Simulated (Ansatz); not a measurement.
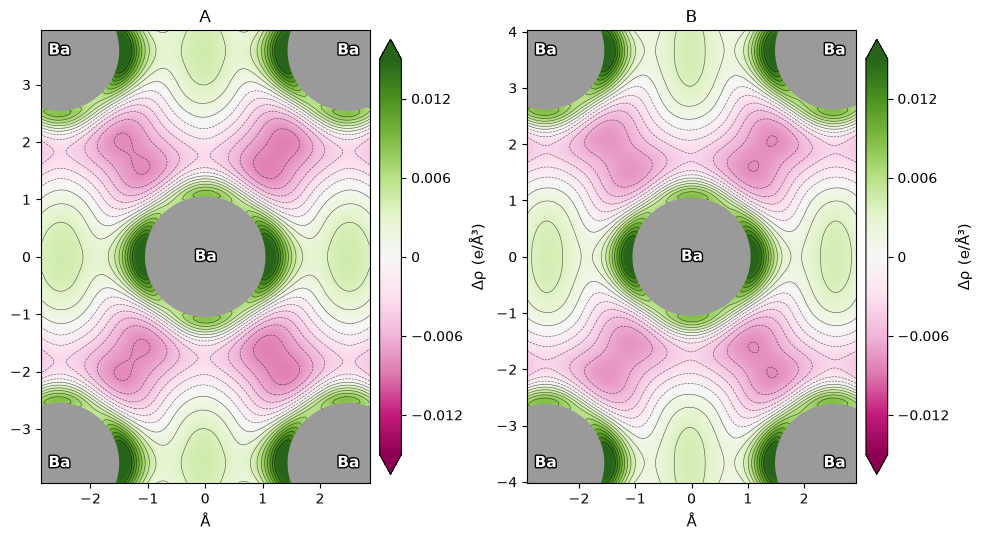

Ba: deformation density on the (100) plane of the conventional cell at two volumes, with the same fractional coordinates and one colour scale. Grey discs cover the cores. Panel B has 106 % of the volume of panel A.

Space group Cmcm. This isn't the usual form at ambient conditions. The cell comes from a database of computed structures, not from a measurement.

Level of theory: Ansatz, DFT PBE, scalar-relativistic, plane waves, PAW.

How do bonds, bonding charge and pressure respond to this change of volume?

The pressure is −0.3 GPa in A and −0.7 GPa in B. The rearranged charge is 0.12 e an atom in A and 0.12 e in B.
